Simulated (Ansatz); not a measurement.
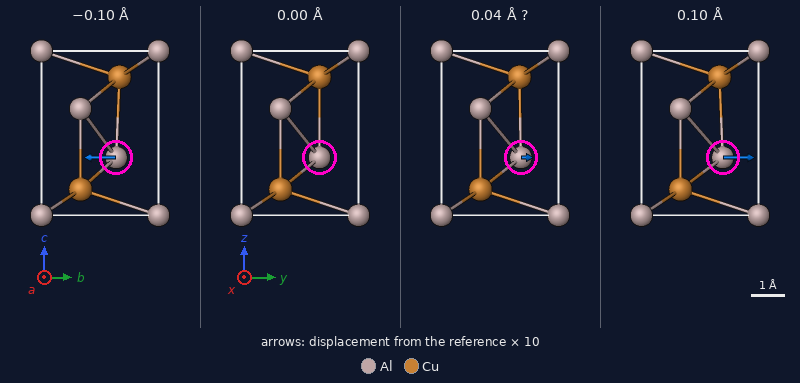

Energy scan for a crystal of Al$_{3}$Cu$_{2}$ (P-3m1), in which an Al atom (one in each cell of 5 atoms) is moved along Cartesian [0 1 0], all else fixed. A ball-and-stick model of the cell of the calculation, seen along the a axis. The ringed atoms are those of the scanned coordinate. Blue arrows: displacements from the reference.

Computed with Ansatz, DFT PBEsol, scalar-relativistic, plane waves, PAW. (plane-wave cutoff 420 eV; k-point mesh 12 × 12 × 10; occupations gaussian; smearing width 0.15 eV; no spin polarisation). Energies (free energies at the smearing named) are counted from the relaxed crystal.

```
displacement (Å)  E − E(ref) (meV/cell)
           −0.10                   22.4
           −0.08                   14.5
           −0.06                    8.3
           −0.02                    0.9
            0.00                    0.0
            0.04                      ?
            0.06                    9.0
            0.08                   16.3
            0.10                   25.8
```

**Fill in the missing row.**

A straight line between the two neighbours gives 6.0 meV/cell. A cubic through the four nearest rows (−0.02, 0.00, 0.06, 0.08) gives, with Lagrange weights, (−0.2000)(0.9) + (0.5000)(0.0) + (1.0000)(9.0) + (−0.3000)(16.3) = 3.9 meV/cell. The calculation gives 4.0 meV/cell, so the cubic is 0.1 meV/cell too low and the straight line 2.0 meV/cell too high, as the curve bends upwards here.

The whole profile:

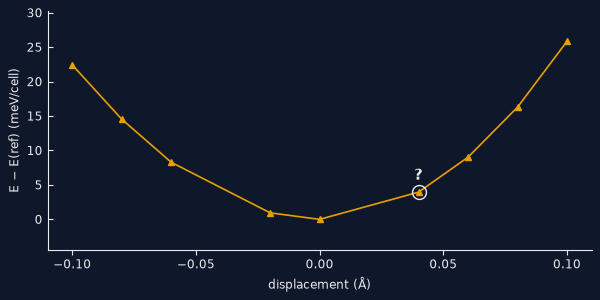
